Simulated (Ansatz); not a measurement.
**A Fermi-surface study of Li (P6/mmm)**

Input

```yaml
crystal:
  lattice:
    - [4.94886713, 0.0, 0.0]
    - [-2.47443357, 4.28584466, 0.0]
    - [0.0, 0.0, 2.888843]
  atoms:
    - { symbol: Li, position: [0.0, 0.0, 0.0] }
    - { symbol: Li, position: [0.66666667, 0.33333333, 0.5] }
    - { symbol: Li, position: [0.33333333, 0.66666667, 0.5] }
basis:
  ecutwfc: 420
kpoints:
  mp_grid: { grid: [12, 12, 14] }
hamiltonian:
  xc: pbe
  pseudopotentials: { kind: paw_fr }
scf:
  occupations: { method: gaussian, width: 0.05 }
output:
  forces: true
  eigenvalues: true
  eigenstates:
    nscf_kmesh: { grid: [18, 18, 28] }
    top_band: c12
    de_dk: true
    localisation: false
  stress: true
checkpoint:
  write: ck
  compress: false
  write_wavefunctions: false
  write_every: 100000
magnetization:
  noncollinear: true
  spin_orbit: true
```

Launched as:

```sh
ansatz run input.yaml --threads 1 --pin off --max-ram 3072MiB --backend cpu --events-out ev --progress --plain --runs-dir out
```

Method: DFT PBE, spin-orbit coupling, plane waves, PAW; levels and slopes on a dense k mesh at the converged density in Ansatz 0.2.0. Non-magnetic. With an inversion centre and no moment every band is doubly degenerate; a pair is shown and named once. Mesh 18×18×28, interpolated with the band slopes. Unrelaxed database geometry. The cell comes from a database of computed structures, not from a measurement.

### 1. The sheets

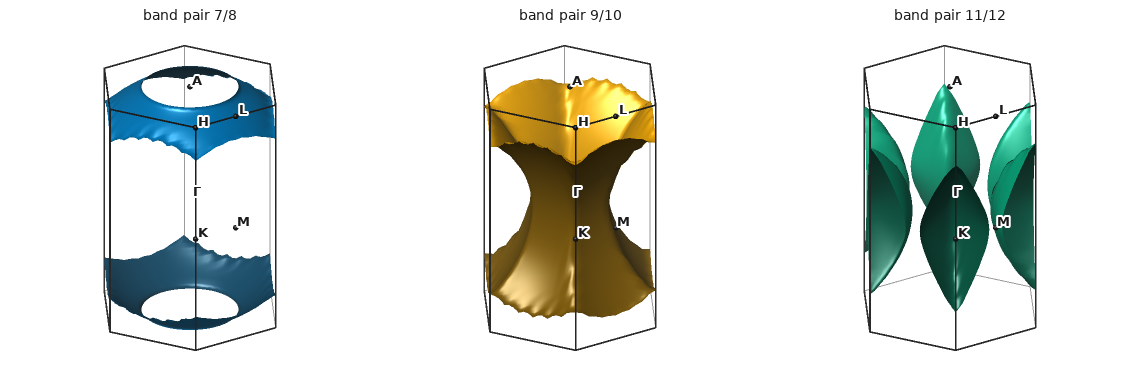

Fermi surface of this crystal. Each panel holds one band. The brighter face of a sheet looks towards empty states.

Q: Summarise the topology of this Fermi surface.

A: Three doubly degenerate bands cross the Fermi level; this is a three-dimensional metal.

Band pair 7/8: an open sheet between a filled part that runs through the repeated zones in all directions and an empty one that does so in two.
Band pair 9/10: an open sheet between a empty part that runs through the repeated zones in all directions and a filled one that does so in two.
Band pair 11/12: two electron pockets centred at K (each 8.2 % of the zone).
A pocket cut by a face of the zone is counted once with the part on the opposite face.

Q: What does the calculation give for N(E_F) and the Drude plasma frequency?

A: The density of states at the Fermi level is 1.4 states/eV per primitive cell. The intraband plasma frequencies along the cartesian axes x, y and z of the cell as given are 6.1, 6.1 and 5.8 eV.

### 2. Speeds

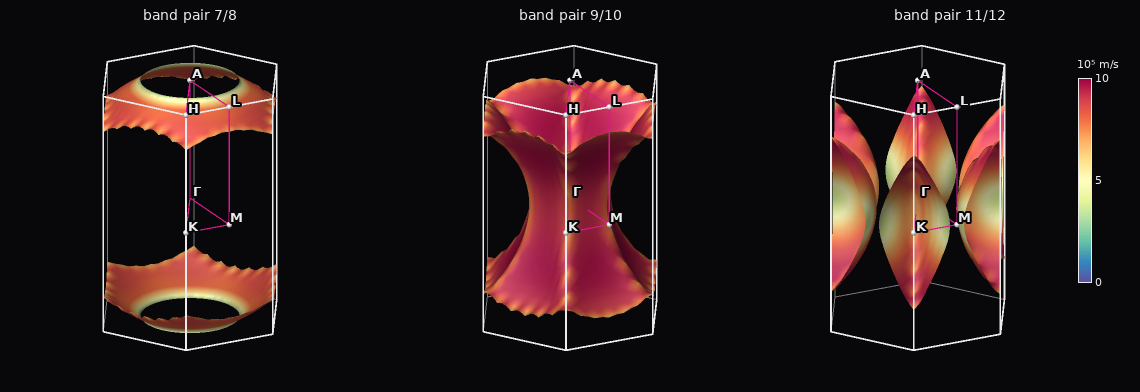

Fermi surface of this crystal, coloured by the Fermi speed.

Q: How fast are the electrons on each sheet?

A: Band pair 7/8: 5.0 to 8.6 × 10⁵ m/s over most of the sheet, 7.4 × 10⁵ m/s on average over states. Band pair 9/10: 7.5 to 9.8 × 10⁵ m/s over most of the sheet, 9.0 × 10⁵ m/s on average over states. Band pair 11/12: 3.8 to 9.4 × 10⁵ m/s over most of the sheet, 7.2 × 10⁵ m/s on average over states.

### 3. Cuts and bands

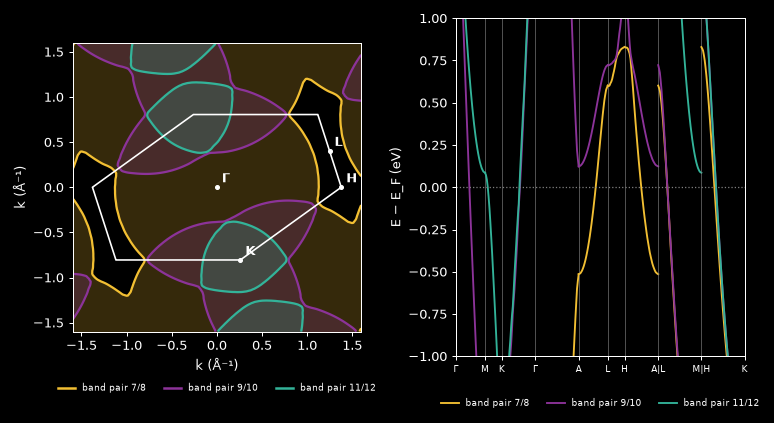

This crystal: cut through the Fermi surface in the plane through Γ, H and L, filled states shaded, and the bands that cross the Fermi level.

Q: Give each band's level at the labelled points, in eV from the Fermi level.

A:
| band | Γ | A | K | H | M | L |
| --- | --- | --- | --- | --- | --- | --- |
| band pair 7/8 | below | −0.52 | below | +0.83 | below | +0.60 |
| band pair 9/10 | above | +0.12 | below | above | below | +0.72 |
| band pair 11/12 | above | above | below | above | +0.09 | above |

Negative values are filled states; "above" and "below" lie outside the plotted window.

Necks and pockets thinner than about two mesh steps aren't resolved, so separate pockets may in truth be joined.

Time for the whole run: 2.9 min on 1 thread of Arm Neoverse V1 (shared host), peak memory 0.8 GiB.
